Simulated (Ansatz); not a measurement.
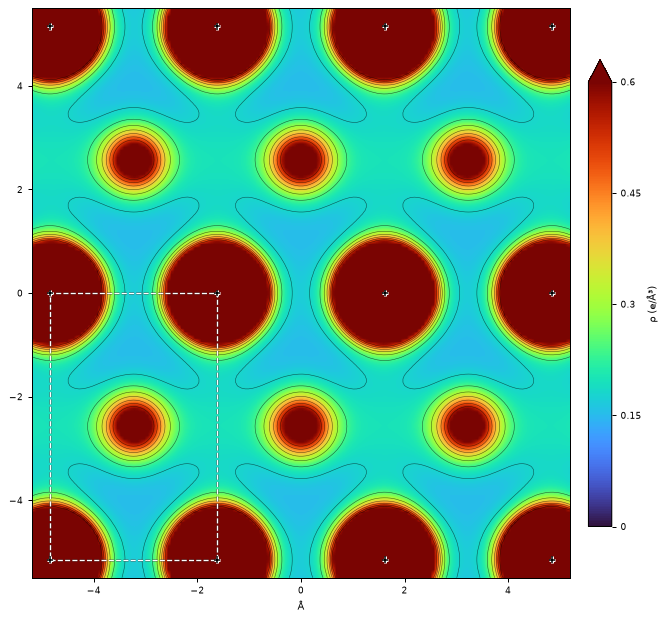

The valence charge density (pseudo) on a plane through atoms (crosses mark nuclei in the plane).

Computed with DFT PBEsol, plane waves, PAW in Ansatz 0.2.0.

Candidates:
A. ZrSiO₄, a = 6.60 Å, b = 6.60 Å, c = 5.97 Å, α = 90.00°, β = 90.00°, γ = 90.00°. Space group I4₁/amd.
B. Zr, a = 3.23 Å, b = 3.23 Å, c = 5.15 Å, α = 90.00°, β = 90.00°, γ = 120.00°. Space group P6₃/mmc.

Which system is this?

Candidate B: Zr on the (100) plane of the conventional cell, which holds Zr. Zr–Zr (3.23 Å): ρ at the midpoint is about 0.17 e/Å³.
